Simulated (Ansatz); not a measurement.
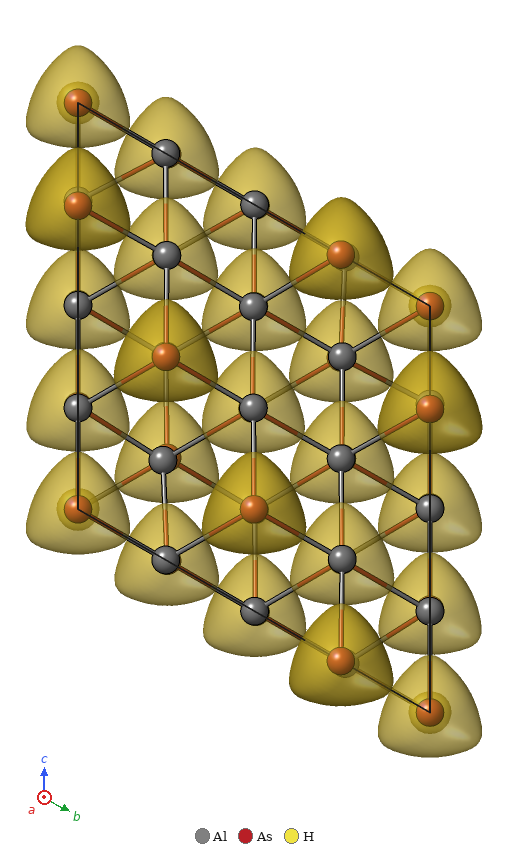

Figure 1: Al₁₆As₁₆H (cell with a defect). Isosurface of the valence pseudo-density at 0.4 e/Å³ (yellow), seen along the a axis. Sticks mark near contacts.

Spin-polarised.

These are results of DFT PBE, scalar-relativistic, plane waves, PAW in Ansatz 0.2.0, not measurements.

The density is the valence pseudo-density of a PAW calculation; it isn't the true density close to the nuclei.

```cif
data_structure
_symmetry_space_group_name_H-M 'P 1'
_symmetry_Int_Tables_number 1
_cell_length_a 9.9210
_cell_length_b 9.9210
_cell_length_c 9.9210
_cell_angle_alpha 109.471
_cell_angle_beta 109.471
_cell_angle_gamma 109.471
_cell_volume 751.71
loop_
_atom_site_label
_atom_site_type_symbol
_atom_site_fract_x
_atom_site_fract_y
_atom_site_fract_z
_atom_site_occupancy
Al1 Al 0.50249 0.75075 0.75075 1
Al2 Al 0.49925 0.50173 0.00000 1
Al3 Al 0.74827 0.49827 0.74751 1
Al4 Al 0.49125 0.24125 0.24125 1
Al5 Al 0.75173 0.24925 0.00000 1
Al6 Al 0.00075 0.25249 0.75075 1
Al7 Al 0.49925 0.00000 0.50173 1
Al8 Al 0.75173 0.00000 0.24925 1
Al9 Al 0.00875 0.00000 0.00000 1
Al10 Al 0.25000 0.00000 0.75875 1
Al11 Al 0.74827 0.74751 0.49827 1
Al12 Al 0.00075 0.75075 0.25249 1
Al13 Al 0.25000 0.75875 0.00000 1
Al14 Al 0.99751 0.49827 0.49827 1
Al15 Al 0.25000 0.50173 0.24925 1
Al16 Al 0.25000 0.24925 0.50173 1
As1 As 0.75447 0.00000 0.00000 1
As2 As 0.75000 0.75000 0.25000 1
As3 As 0.99676 0.74676 0.00000 1
As4 As 0.74553 0.49553 0.49553 1
As5 As 0.00000 0.50000 0.25000 1
As6 As 0.25000 0.50447 0.00000 1
As7 As 0.75000 0.25000 0.75000 1
As8 As 0.00000 0.25000 0.50000 1
As9 As 0.25000 0.25324 0.25324 1
As10 As 0.50324 0.25324 0.00000 1
As11 As 0.99676 0.00000 0.74676 1
As12 As 0.25000 0.00000 0.50447 1
As13 As 0.50324 0.00000 0.25324 1
As14 As 0.25000 0.74676 0.74676 1
As15 As 0.50000 0.75000 0.50000 1
As16 As 0.50000 0.50000 0.75000 1
H1 H 0.25000 0.00000 0.00000 1
```

**Which contacts does the surface bridge?**

At this value the density breaks into separate islands; it holds about 70 % of the electrons treated as valence. It bridges none of the near contacts. It is pinched off along the shortest Al–H (2.39 Å), Al–As (2.48 Å) and Al–As (2.52 Å) contacts. On the grid the lowest density along these lines, outside the cores, is 0.13 e/Å³ (Al–H, 2.39 Å), 0.34 e/Å³ (Al–As, 2.48 Å) and 0.32 e/Å³ (Al–As, 2.52 Å).
